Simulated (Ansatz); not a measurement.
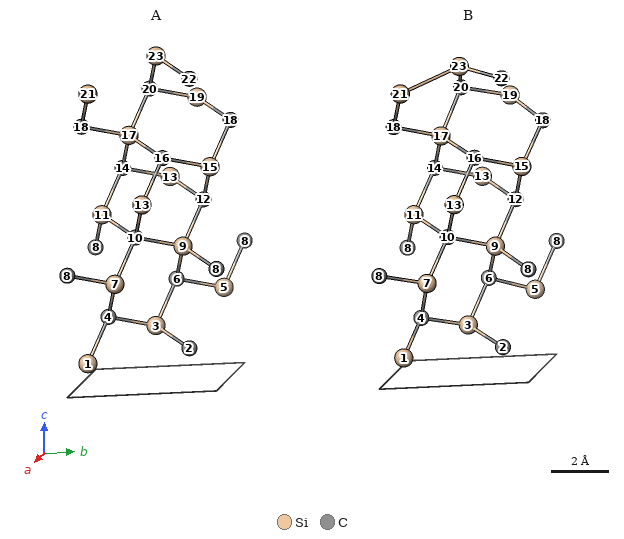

Two geometries of a slab of composition Si$_{12}$C$_{11}$ (cut from the F-43m phase), drawn at one scale. One is the start of a relaxation, the other its converged end. Style: ball-and-stick. Shown: the cell of the calculation, outlined in the plane, without the vacuum (origin shifted), slightly off an axis.

Computed with DFT r2SCAN, scalar-relativistic, plane waves, PAW in Ansatz. Settings: plane-wave cutoff 500 eV; k-point mesh 7 × 6 × 1; occupations gaussian; smearing width 0.05 eV; no spin polarisation; dipole correction; atoms relaxed in a fixed cell; force threshold 0.02 eV/Å; at most 60 steps.

Which geometry has the lower energy?

Answer. Structure B is the relaxed one. Case: (2 1 0) slab, atoms relaxed. The slab is the (2 1 0) face of SiC. The energy falls by 2.184 eV per cell of the calculation in 6 geometry steps. Largest force component: 2.3 eV/Å at the start, 0.0095 eV/Å at the end. The largest moves relative to the layer's centre, 0.53 Å, are those of Si1 and Si23. Si23 goes at 54° to the normal (−c side). By element the largest moves are Si 0.53 Å, C 0.13 Å. The cell doesn't change. Near-neighbour distances that change, for instance: Si1–Si3 3.080 → 2.549 Å, Si19–Si23 3.080 → 2.688 Å, Si17–Si23 3.080 → 2.773 Å, C22–Si23 1.886 → 1.778 Å. Among the angles between lasting bonds that change: Si1–C2–Si3 109.5° → 125.9°, Si17–C20–Si23 109.5° → 93.6°, Si1–C2–Si5 109.5° → 94.7°. Cost: 6.4 min on 2 threads of Intel(R) Xeon(R) 6975P-C (Granite Rapids), with other jobs on the host, peak memory 2.1 GiB.
